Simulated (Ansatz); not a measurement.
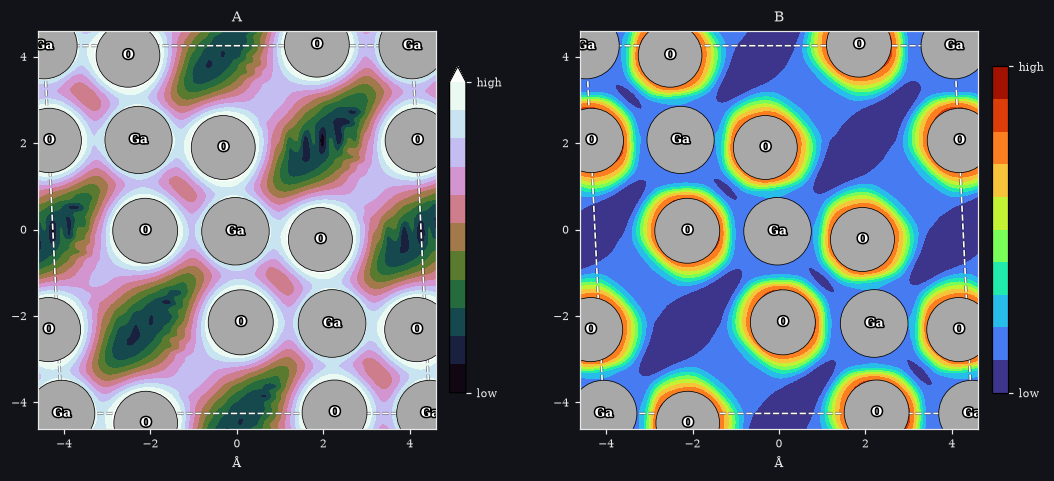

Ga5O8 (cell with a defect): 2 fields on the (110) plane of the calculation cell, with unlabelled colour scales. Grey discs cover the atomic cores.

Spin-polarised.

Method: DFT PBE, scalar-relativistic, plane waves, PAW in Ansatz.

### The panels show electron localisation function and valence pseudo-density in some order. Assign them.

Panel A: valence pseudo-density. Panel B: electron localisation function. From the grid: Ga–O (1.96 Å): the density is about 0.63 e/Å³ at the midpoint; the ELF peaks at about 0.85 in the valence shell of O, 0.6 Å from its nucleus, and is about 0.35 at the midpoint. Ga–O (1.96 Å): the density is about 0.63 e/Å³ at the midpoint; the ELF peaks at about 0.85 in the valence shell of O, 0.6 Å from its nucleus, and is about 0.35 at the midpoint.
